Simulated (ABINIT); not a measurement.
# Geometry relaxation, with input and output: TiSi2 (part 3 of 3)

The same run, continued: TiSi2 (P6/mmm, 3 atoms in the cell); Kohn-Sham DFT of a periodic cell, PW91, JTH PAW PBE v2.0, no spin polarisation (ABINIT 10.8.3); cutoff 489.81 eV, 7×7×10 k-mesh, fermi-dirac of 0.05 eV. The structure was built on a prototype by a generator; it need not be a known phase.

Geometry of the input (Å; fractional positions):
```
4.3746  0.0000  0.0000
-2.1873  3.7885  0.0000
0.0000  0.0000  2.5610
Ti 0.0000  0.0000  0.0000
Si 0.3333  0.6667  0.5000
Si 0.6667  0.3333  0.5000
```

### The program's output, continued
```
 Cartesian coordinates (xcart) [bohr]
  4.73495896263453E-28  3.85548189414321E-23  0.00000000000000E+00
  1.96615982442146E-05  4.79880526712028E+00  2.40732390895062E+00
  4.15587709411945E+00  2.39942025720824E+00  2.40732390895062E+00
 Reduced coordinates (xred)
  2.67811674952592E-24  5.35617490557662E-24  0.00000000000000E+00
  3.33332614300980E-01  6.66667385699020E-01  5.00000000000000E-01
  6.66667385699020E-01  3.33332614300980E-01  5.00000000000000E-01
 Cartesian forces (fcart) [Ha/bohr]; max,rms= 1.66317E-07 9.05316E-08 (free atoms)
  8.82325986723229E-24  8.82325986723229E-24 -0.00000000000000E+00
  1.66317180534854E-07 -9.60232530460193E-08 -0.00000000000000E+00
 -1.66317180534854E-07  9.60232530460193E-08 -0.00000000000000E+00
 Gradient of E wrt nuclear positions in reduced coordinates (gred)
 -7.33368043816259E-23 -2.68435670595539E-23 -0.00000000000000E+00
 -1.38237490343135E-06  1.38237490343135E-06 -0.00000000000000E+00
  1.38237490343135E-06 -1.38237490343135E-06 -0.00000000000000E+00
 Scale of Primitive Cell (acell) [bohr]
  8.31170763314823E+00  8.31170763314823E+00  4.81464781790124E+00
 Real space primitive translations (rprimd) [bohr]
  8.31170763299314E+00  5.07743482488318E-05  0.00000000000000E+00
 -4.15581087727545E+00  7.19817474998027E+00  0.00000000000000E+00
  0.00000000000000E+00  0.00000000000000E+00  4.81464781790124E+00
 Unitary Cell Volume (ucvol) [Bohr^3]=  2.88057177308317E+02
 Angles (23,13,12)= [degrees]
  9.00000000000000E+01  9.00000000000000E+01  1.19999308205683E+02
 Lengths [Bohr]
  8.31170763314823E+00  8.31170763314823E+00  4.81464781790124E+00
 Stress tensor in cartesian coordinates (strten) [Ha/bohr^3]
  5.14434609998060E-06  1.71117686638717E-08  0.00000000000000E+00
  1.71117686638717E-08  5.16410507502181E-06  0.00000000000000E+00
  0.00000000000000E+00  0.00000000000000E+00  1.11243434963958E-05
 Total energy (etotal) [Ha]= -6.67225825267523E+01

 Difference of energy with previous step (new-old):
           Absolute (Ha)=-2.80756E-06
           Relative     =-4.20781E-08

--- Iteration: ( 5/60) Internal Cycle: (1/1)
--------------------------------------------------------------------------------

---SELF-CONSISTENT-FIELD CONVERGENCE--------------------------------------------

--- !BeginCycle
iteration_state: {dtset: 1, itime: 5, icycle: 1, }
solver: {iscf: 17, nstep: 100, nline: 4, wfoptalg: 10, }
tolerances: {tolvrs: 1.00E-09, }
...

     iter   Etot(hartree)      deltaE(h)  residm     nres2
 ETOT  1  -66.722695429837    -6.672E+01 4.158E-04 4.046E-02
 ETOT  2  -66.722847163516    -1.517E-04 4.175E-05 1.001E-01
 ETOT  3  -66.722577277739     2.699E-04 6.708E-05 8.388E-04
 ETOT  4  -66.722584602415    -7.325E-06 5.749E-05 3.636E-05
 ETOT  5  -66.722584625895    -2.348E-08 4.998E-06 5.449E-06
 ETOT  6  -66.722584619194     6.701E-09 6.391E-07 4.717E-07
 ETOT  7  -66.722584619207    -1.343E-11 2.463E-06 1.461E-07
 ETOT  8  -66.722584619373    -1.657E-10 3.320E-07 1.017E-08
 ETOT  9  -66.722584619777    -4.043E-10 4.224E-07 6.100E-10

 At SCF step    9       nres2   =  6.10E-10 < tolvrs=  1.00E-09 =>converged.

 Cartesian components of stress tensor (hartree/bohr^3)
  sigma(1 1)=  1.16192124E-06  sigma(3 2)=  0.00000000E+00
  sigma(2 2)=  1.17635147E-06  sigma(3 1)=  0.00000000E+00
  sigma(3 3)=  4.47977232E-07  sigma(2 1)=  1.24969407E-08

--- !ResultsGS
iteration_state: {dtset: 1, itime: 5, icycle: 1, }
comment   : Summary of ground state results
lattice_vectors:
- [  8.3113464,   0.0000352,   0.0000000, ]
- [ -4.1556438,   7.1978541,   0.0000000, ]
- [  0.0000000,   0.0000000,   4.8088803, ]
lattice_lengths: [   8.31135,    8.31135,    4.80888, ]
lattice_angles: [ 90.000,  90.000, 120.000, ] # degrees, (23, 13, 12)
lattice_volume:   2.8768648E+02
convergence: {deltae: -4.043E-10, res2:  6.100E-10, residm:  4.224E-07, diffor: null, }
etotal    :  -6.67225846E+01
entropy   :   0.00000000E+00
fermie    :   3.56499865E-01
cartesian_stress_tensor: # hartree/bohr^3
- [  1.16192124E-06,   1.24969407E-08,   0.00000000E+00, ]
- [  1.24969407E-08,   1.17635147E-06,   0.00000000E+00, ]
- [  0.00000000E+00,   0.00000000E+00,   4.47977232E-07, ]
pressure_GPa:  -2.7325E-02
xred      :
- [  1.0673E-23,   1.1715E-23,   0.0000E+00, Ti]
- [  3.3333E-01,   6.6667E-01,   5.0000E-01, Si]
- [  6.6667E-01,   3.3333E-01,   5.0000E-01, Si]
cartesian_forces: # hartree/bohr
- [ -0.00000000E+00,   8.82325987E-24,  -0.00000000E+00, ]
- [  1.43680242E-07,  -8.29538127E-08,  -0.00000000E+00, ]
- [ -1.43680242E-07,   8.29538127E-08,  -0.00000000E+00, ]
force_length_stats: {min:   8.82325987E-24, max:   1.65907646E-07, mean:   1.10605097E-07, }
...

 Integrated electronic density in atomic spheres:
 ------------------------------------------------
 Atom  Sphere_radius  Integrated_density
    1        2.30803         10.31385304
    2        1.90945          1.52646825
    3        1.90945          1.52646825

---OUTPUT-----------------------------------------------------------------------

 Cartesian coordinates (xcart) [bohr]
  4.00242813380019E-23  8.43264208345397E-23  0.00000000000000E+00
  1.31735191305209E-05  4.79858483596020E+00  2.40444013888326E+00
  4.15568943919120E+00  2.39930442275994E+00  2.40444013888326E+00
 Reduced coordinates (xred)
  1.06732992180547E-23  1.17154424633076E-23  0.00000000000000E+00
  3.33332817330573E-01  6.66667182669427E-01  5.00000000000000E-01
  6.66667182669427E-01  3.33332817330573E-01  5.00000000000000E-01
 Cartesian forces (fcart) [Ha/bohr]; max,rms= 1.43680E-07 7.82096E-08 (free atoms)
 -0.00000000000000E+00  8.82325986723229E-24 -0.00000000000000E+00
  1.43680242090598E-07 -8.29538127066049E-08 -0.00000000000000E+00
 -1.43680242090598E-07  8.29538127066049E-08 -0.00000000000000E+00
 Gradient of E wrt nuclear positions in reduced coordinates (gred)
 -3.10153845911360E-28 -6.35085372714019E-23 -0.00000000000000E+00
 -1.19417334771327E-06  1.19417334771327E-06 -0.00000000000000E+00
  1.19417334771327E-06 -1.19417334771327E-06 -0.00000000000000E+00
 Scale of Primitive Cell (acell) [bohr]
  8.31134640593353E+00  8.31134640593353E+00  4.80888027776652E+00
 Real space primitive translations (rprimd) [bohr]
  8.31134640585920E+00  3.51518430351582E-05  0.00000000000000E+00
 -4.15564379314886E+00  7.19785410687710E+00  0.00000000000000E+00
  0.00000000000000E+00  0.00000000000000E+00  4.80888027776652E+00
 Unitary Cell Volume (ucvol) [Bohr^3]=  2.87686477491195E+02
 Angles (23,13,12)= [degrees]
  9.00000000000000E+01  9.00000000000000E+01  1.19999523568427E+02
 Lengths [Bohr]
  8.31134640593353E+00  8.31134640593353E+00  4.80888027776652E+00
 Stress tensor in cartesian coordinates (strten) [Ha/bohr^3]
  1.16192123778523E-06  1.24969407265749E-08  0.00000000000000E+00
  1.24969407265749E-08  1.17635146675878E-06  0.00000000000000E+00
  0.00000000000000E+00  0.00000000000000E+00  4.47977231766636E-07
 Total energy (etotal) [Ha]= -6.67225846197771E+01

 Difference of energy with previous step (new-old):
           Absolute (Ha)=-2.09302E-06
           Relative     =-3.13691E-08

 At Broyd/MD step   5, gradients are converged :
  max grad (force/stress) = 1.1764E-04 < tolmxf= 5.0000E-04 ha/bohr (free atoms)

================================================================================

 ----iterations are completed or convergence reached----

 Mean square residual over all n,k,spin=   14.461E-10; max=  42.244E-08
 reduced coordinates (array xred) for    3 atoms
       0.000000000000      0.000000000000      0.000000000000
       0.333332817331      0.666667182669      0.500000000000
       0.666667182669      0.333332817331      0.500000000000
 rms dE/dt=  7.9612E-07; max dE/dt=  1.1942E-06; dE/dt below (all hartree)
    1       0.000000000000      0.000000000000      0.000000000000
    2      -0.000001194173      0.000001194173      0.000000000000
    3       0.000001194173     -0.000001194173      0.000000000000

 cartesian coordinates (angstrom) at end:
    1      0.00000000000000     0.00000000000000     0.00000000000000
    2      0.00000697112611     2.53930173805215     1.27237492561427
    3      2.19909614531836     1.26965722168199     1.27237492561427

 cartesian forces (hartree/bohr) at end:
    1     -0.00000000000000     0.00000000000000    -0.00000000000000
    2      0.00000014368024    -0.00000008295381    -0.00000000000000
    3     -0.00000014368024     0.00000008295381    -0.00000000000000
 frms,max,avg= 7.8209614E-08 1.4368024E-07   0.000E+00  0.000E+00  0.000E+00 h/b

 cartesian forces (eV/Angstrom) at end:
    1     -0.00000000000000     0.00000000000000    -0.00000000000000
    2      0.00000738833511    -0.00000426565656    -0.00000000000000
    3     -0.00000738833511     0.00000426565656    -0.00000000000000
 frms,max,avg= 4.0217001E-06 7.3883351E-06   0.000E+00  0.000E+00  0.000E+00 e/A
 length scales=  8.311346405934  8.311346405934  4.808880277767 bohr
              =  4.398175106957  4.398175106957  2.544749851229 angstroms
 Fermi (or HOMO) energy (eV) =   9.70086   Average Vxc (eV)= -11.51877
 Eigenvalues (   eV  ) for nkpt=  96  k points:
 kpt#   1, nband= 14, wtk=  0.00204, kpt=  0.0000  0.0000  0.0000 (reduced coord)
 -46.97900  -23.33562  -23.33562  -22.66333   -3.45598    4.43441    4.47799    4.47804
   8.03688    8.71849    8.71852   12.61781   12.61782   13.02737
 prteigrs : prtvol=0 or 1, do not print more k-points.

--- !EnergyTerms
iteration_state     : {dtset: 1, itime: 5, icycle: 1, }
comment             : Components of total free energy in Hartree
kinetic             :  1.10340857654068E+01
hartree             :  1.63122306362611E+01
xc                  : -8.18520727054949E+00
Ewald energy        : -4.81770900122094E+01
psp_core            :  2.43042984260412E+00
local_psp           : -4.35666515854273E+01
PAW spherical_terms :  3.43023703758113E+00
internal            : -6.67219655863330E+01
'-kT*entropy'       : -6.19375083338750E-04
total_energy        : -6.67225849614164E+01
total_energy_eV     : -1.81561403071538E+03
...

--- !EnergyTermsDC
iteration_state     : {dtset: 1, itime: 5, icycle: 1, }
comment             : '"Double-counting" decomposition of free energy'
band_energy         : -6.36151828887810E+00
Ewald energy        : -4.81770900122094E+01
psp_core            :  2.43042984260412E+00
xc_dc               : -1.72831527303541E+01
PAW spherical_terms :  2.66936594414376E+00
internal            : -6.67219652446937E+01
'-kT*entropy'       : -6.19375083338750E-04
total_energy_dc     : -6.67225846197771E+01
total_energy_dc_eV  : -1.81561402141891E+03
...

--- !EnergyTermsWithPAWCore
iteration_state     : {dtset: 1, itime: 5, icycle: 1, }
comment             : 'Components of total free energy, including PAW core contributions'
Total energy        : -1.43442798802411E+03
Total energy DC     : -1.43442798768247E+03
Total energy (eV)   : -3.90327740241695E+04
Total energy DC (eV): -3.90327740148730E+04
...

 rms coord change=  1.8782E-06   atom, delta coord (reduced):
     1        0.000000000000      0.000000000000      0.000000000000
     2        0.000002817331     -0.000002817331      0.000000000000
     3       -0.000002817331      0.000002817331      0.000000000000

 Cartesian components of stress tensor (hartree/bohr^3)
  sigma(1 1)=  1.16192124E-06  sigma(3 2)=  0.00000000E+00
  sigma(2 2)=  1.17635147E-06  sigma(3 1)=  0.00000000E+00
  sigma(3 3)=  4.47977232E-07  sigma(2 1)=  1.24969407E-08

-Cartesian components of stress tensor (GPa)         [Pressure= -2.7325E-02 GPa]
- sigma(1 1)=  3.41849030E-02  sigma(3 2)=  0.00000000E+00
- sigma(2 2)=  3.46094550E-02  sigma(3 1)=  0.00000000E+00
- sigma(3 3)=  1.31799452E-02  sigma(2 1)=  3.67672690E-04

== END DATASET(S) ==============================================================
================================================================================

 -outvars: echo values of variables after computation  --------
            acell      8.3113464059E+00  8.3113464059E+00  4.8088802778E+00 Bohr
           etotal     -6.6722584620E+01
            fcart     -0.0000000000E+00  8.8232598672E-24 -0.0000000000E+00
                       1.4368024209E-07 -8.2953812707E-08 -0.0000000000E+00
                      -1.4368024209E-07  8.2953812707E-08 -0.0000000000E+00
            rprim      9.9999999999E-01  4.2293800930E-06  0.0000000000E+00
                      -4.9999646149E-01  8.6602744674E-01  0.0000000000E+00
                       0.0000000000E+00  0.0000000000E+00  1.0000000000E+00
           strten      1.1619212378E-06  1.1763514668E-06  4.4797723177E-07
                       0.0000000000E+00  0.0000000000E+00  1.2496940727E-08
           xangst      2.1179937552E-23  4.4623620152E-23  0.0000000000E+00
                       6.9711261065E-06  2.5393017381E+00  1.2723749256E+00
                       2.1990961453E+00  1.2696572217E+00  1.2723749256E+00
             xred      1.0673299218E-23  1.1715442463E-23  0.0000000000E+00
                       3.3333281733E-01  6.6666718267E-01  5.0000000000E-01
                       6.6666718267E-01  3.3333281733E-01  5.0000000000E-01
 Calculation completed.
```

### Trajectory as extended XYZ (Å, eV, eV/Å), 5 frames, from step=0 to step=4
```
3
Lattice="4.3746 0.0000 0.0000 -2.1873 3.7885 0.0000 0.0000 0.0000 2.5610" Properties=species:S:1:pos:R:3:forces:R:3 step=0 energy=-1815.61231
Ti    0.0000    0.0000    0.0000    0.0000   0.0000   0.0000
Si    0.0000    2.5257    1.2805    0.0002  -0.0001   0.0000
Si    2.1873    1.2628    1.2805   -0.0002   0.0001   0.0000
3
Lattice="4.3786 0.0000 0.0000 -2.1893 3.7920 0.0000 0.0000 0.0000 2.5595" Properties=species:S:1:pos:R:3:forces:R:3 step=1 energy=-1815.61276
Ti    0.0000    0.0000    0.0000    0.0000   0.0000   0.0000
Si    0.0000    2.5280    1.2798    0.0002  -0.0001   0.0000
Si    2.1893    1.2640    1.2798   -0.0002   0.0001   0.0000
3
Lattice="4.3970 0.0000 0.0000 -2.1985 3.8080 0.0000 0.0000 0.0000 2.5501" Properties=species:S:1:pos:R:3:forces:R:3 step=2 energy=-1815.61389
Ti    0.0000    0.0000    0.0000    0.0000   0.0000   0.0000
Si    0.0000    2.5387    1.2751    0.0000   0.0000   0.0000
Si    2.1985    1.2693    1.2751    0.0000   0.0000   0.0000
3
Lattice="4.3984 0.0000 0.0000 -2.1992 3.8091 0.0000 0.0000 0.0000 2.5478" Properties=species:S:1:pos:R:3:forces:R:3 step=3 energy=-1815.61396
Ti    0.0000    0.0000    0.0000    0.0000   0.0000   0.0000
Si    0.0000    2.5394    1.2739    0.0000   0.0000   0.0000
Si    2.1992    1.2697    1.2739    0.0000   0.0000   0.0000
3
Lattice="4.3982 0.0000 0.0000 -2.1991 3.8089 0.0000 0.0000 0.0000 2.5448" Properties=species:S:1:pos:R:3:forces:R:3 step=4 energy=-1815.61402
Ti    0.0000    0.0000    0.0000    0.0000   0.0000   0.0000
Si    0.0000    2.5393    1.2724    0.0000   0.0000   0.0000
Si    2.1991    1.2697    1.2724    0.0000   0.0000   0.0000
```

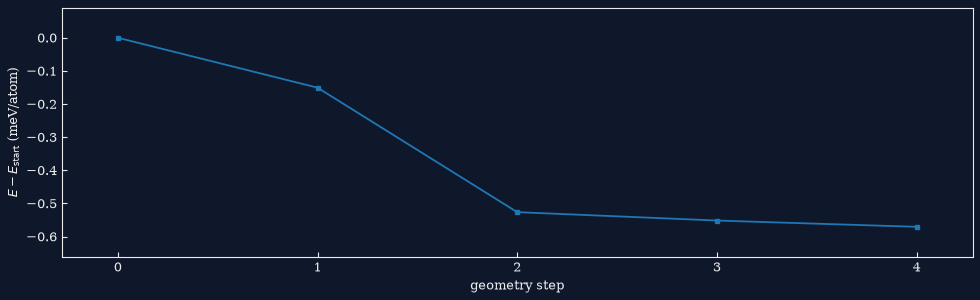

Fig. 1: Progress of the relaxation, step by step (steps are counted from 0).

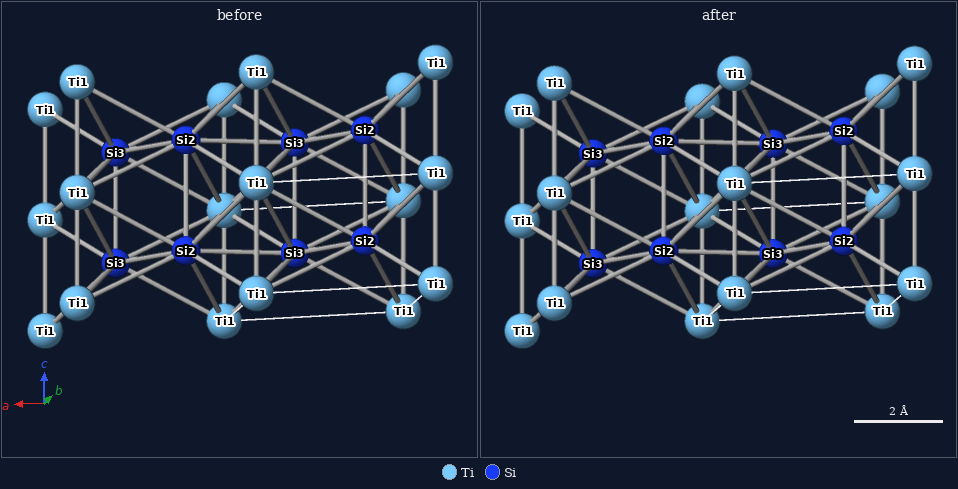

Fig. 2: Before (left) and after (right) the relaxation, at one scale (ball-and-stick view of the cell of the calculation, repeated 2 × 1 × 2, seen at an oblique angle). The atoms keep their places relative to the cell (all moves are under 0.005 Å). The drawn cell changes as follows: a = b 4.375 → 4.398 Å (+0.5 %), c 2.561 → 2.545 Å (−0.6 %); the volume changes by +0.4 %. Distances before and after: Ti1–Ti1 2.561 → 2.545 Å, Si2–Si2 2.561 → 2.545 Å, Si2–Si3 2.526 → 2.539 Å, Ti1–Si2 2.832 → 2.840 Å. The space group stays P6/mmm (No. 191). The energy falls by 0.6 meV per atom in 4 geometry steps. Largest force component: 0.00025 eV/Å at the start, under 0.0001 eV/Å at the end. (Atoms are counted from 1 in the order of the input.)

### Summary

- outcome: converged
- space group (tolerance 0.01 Å): P6/mmm (191)
- electrons treated: 20
- free energy: −1815.6140 eV
- Fermi energy: 9.701 eV
- gap on the k-point mesh: none (metallic)
- pressure: −0.03 GPa
- final volume: 42.63 Å³
- largest force (length of the vector) at the end: under 0.001 eV/Å
- final cell: a = 4.398 Å, b = 4.398 Å, c = 2.545 Å, α = 90.00°, β = 90.00°, γ = 120.00°
- wall time: 3.5 min
- peak memory: 0.17 GiB
